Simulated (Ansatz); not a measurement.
Band edges of CdS (P6_3mc).

```cif
data_structure
_symmetry_space_group_name_H-M 'P 1'
_symmetry_Int_Tables_number 1
_cell_length_a 4.1500
_cell_length_b 4.1500
_cell_length_c 6.7370
_cell_angle_alpha 90.000
_cell_angle_beta 90.000
_cell_angle_gamma 120.000
_cell_volume 100.48
loop_
_atom_site_label
_atom_site_type_symbol
_atom_site_fract_x
_atom_site_fract_y
_atom_site_fract_z
_atom_site_occupancy
Cd1 Cd 0.33333 0.66667 0.00000 1
Cd2 Cd 0.66667 0.33333 0.50000 1
S1 S 0.33333 0.66667 0.37500 1
S2 S 0.66667 0.33333 0.87500 1
```

Method: DFT PBE, scalar-relativistic, plane waves, PAW; levels and slopes on a dense k mesh at the converged density (Ansatz 0.2.0). No spin polarisation. k mesh for the levels: 30×30×16. The geometry was not relaxed.

Masses come from a second pass at points close to the extrema; at the energies drawn a band may no longer be parabolic.

The gap is direct, 1.20 eV at this level of theory (semilocal functionals give gaps that are too small, and can reorder valleys that lie close).

Valence band: one maximum at Γ, two bands meeting there, with masses of 0.13 and 1.67 mₑ along x, 0.13 and 1.67 mₑ along y and 1.66 mₑ along z. Band 26 forms the valence edge; band 25 meets it there and band 24 begins 0.04 eV lower (at Γ).
Conduction band: one minimum at Γ, principal masses 0.12, 0.13 and 0.13 mₑ. Band 27 forms the conduction edge. Another band lies within 0.06 eV there, so the masses may hold only close to the extrema.

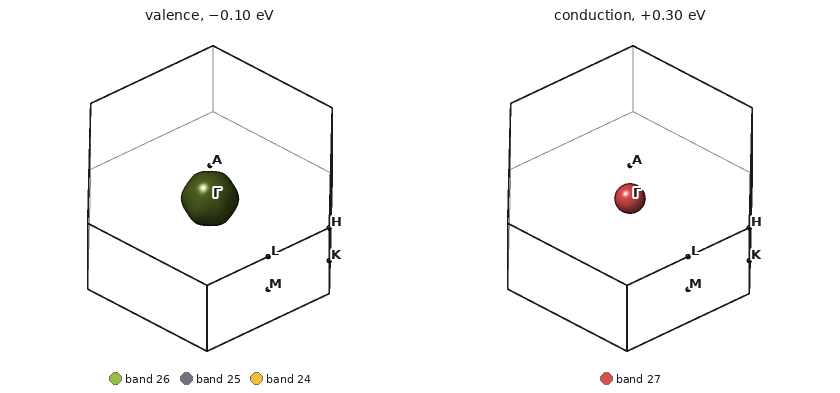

Constant-energy surfaces near the two band edges, measured from each edge.

Where one band's surface lies inside another's, the outer one hides all or part of it.

Spin-orbit coupling, left out here, can change the gap, its kind, the place of the band edges and the masses, since the compound holds Cd.
